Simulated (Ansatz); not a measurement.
Structure data:

```
Al Ni
1.0
     5.60492    0.01625    0.00211
     0.01625    5.62139   -0.00399
     0.00211   -0.00399    5.60693
Al Ni
4 12
Cartesian
  5.6233 5.6336 5.6051
  2.8127 2.8148 5.6060
  2.8198 5.6275 2.8005
  5.6141 2.8249 2.8036
  1.5905 1.6208 1.4015
  2.9036 0.2435 0.0615
  4.4011 4.4396 1.4006
  4.3940 1.6269 4.2060
  4.1862 1.3362 1.2740
  0.1093 3.0461 0.0584
  0.1022 0.2334 2.8639
  1.5997 4.4295 4.2030
  1.3918 4.1388 1.2710
  2.9128 3.0522 2.8629
  1.3848 1.3261 4.0765
  4.1954 4.1449 4.0755
```

### Summarise the structure in words.

Its composition is AlNi₃. The atoms as placed leave only P1. It is a distorted form of a face-centred cubic structure, space group Fm-3m (No. 225) within 0.60 Å: D0₃ (BiF₃ or Fe₃Al type). One cell contains 4 Al, 12 Ni, 16 atoms in all.

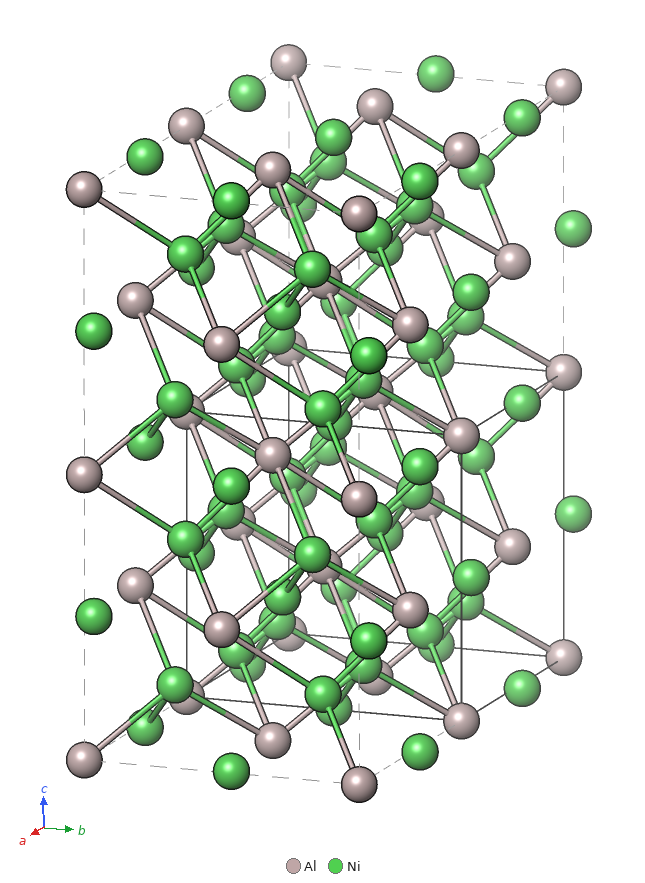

The figure gives a ball-and-stick picture of the atoms, viewed slightly off an axis. The drawn cell (a repeat of the simulation cell) (solid box) is repeated to 2×1×2 cells.

The initial geometry was a structure listed in the Materials Project. The cell was then strained or its atoms displaced on purpose. A calculation with Ansatz used it as input.

At this level of theory the cell isn't at rest (compressed, at 19 GPa and forces up to 2.4 eV/Å), so its distances can differ from those at equilibrium, the more so the softer the solid.
